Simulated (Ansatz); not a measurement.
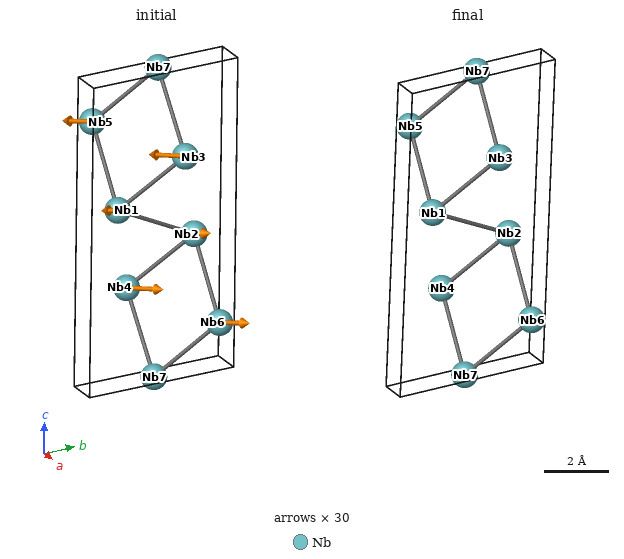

The structure of a crystal of Nb (set up in P-1) before (left) and after (right) a relaxation, at one scale. The orange arrows give the displacements (the part carried along by the change of the cell is left out), 30 times their true length.

A ball-and-stick model of the cell of the calculation, seen slightly off an axis.

Method: DFT r2SCAN, scalar-relativistic, plane waves, PAW in Ansatz 0.2.0.

Input
```yaml
crystal:
  lattice:
    - [2.781142, 0.0, 0.0]
    - [0.160935, 4.66923, 0.0]
    - [0.759371, 1.897759, 9.740952]
  atoms:
    - { symbol: Nb, position: [0.647497, 0.217785, 0.571249] }
    - { symbol: Nb, position: [0.352503, 0.782215, 0.428751] }
    - { symbol: Nb, position: [0.939237, 0.650438, 0.713601] }
    - { symbol: Nb, position: [0.060763, 0.349562, 0.286399] }
    - { symbol: Nb, position: [0.223209, 0.07763, 0.856669] }
    - { symbol: Nb, position: [0.776791, 0.92237, 0.143331] }
    - { symbol: Nb, position: [0.5, 0.5, 0.0] }
basis:
  ecutwfc: 500
kpoints:
  mp_grid: { grid: [12, 8, 4] }
hamiltonian:
  xc: r2scan
scf:
  occupations: { method: gaussian, width: 0.1 }
output:
  forces: true
  stress: true
  eigenvalues: true
relax:
  adjacent_minimum: "off"
  f_tol: 0.005
  max_steps: 80
  cell: { stress_tol: 0.05 }
```

> Summarise the run.

The energy falls by 14.4 meV per atom in 4 accepted moves (5 points after the start). Largest force component: 0.061 eV/Å at the start, 0.00025 eV/Å at the end. The pressure goes from −0.28 to 0.00 GPa. At 1 point the geometry stayed and the basis and grid were re-selected for the new cell (energy shift of less than 0.05 meV per atom at most each time). The largest moves relative to the cell, 0.046 Å, are those of Nb3 and Nb4. Nb3 goes roughly along [−3 −2 0]. The volume changes by −0.3 %, with a 2.781 → 2.859 Å (+2.8 %), b 4.672 → 4.662 Å (−0.2 %), c 9.953 → 9.793 Å (−1.6 %), α 78.9° → 76.3°, β 85.6° → 84.2°, γ 88.0° → 89.9°. Near-neighbour distances that change, for instance: Nb5–Nb6 2.988 → 2.863 Å, Nb3–Nb7 2.978 → 2.863 Å, Nb1–Nb5 2.952 → 2.863 Å, Nb1–Nb1 2.781 → 2.859 Å. The space group (tolerance 0.01 Å) goes from P-1 (No. 2) to Immm (No. 71).
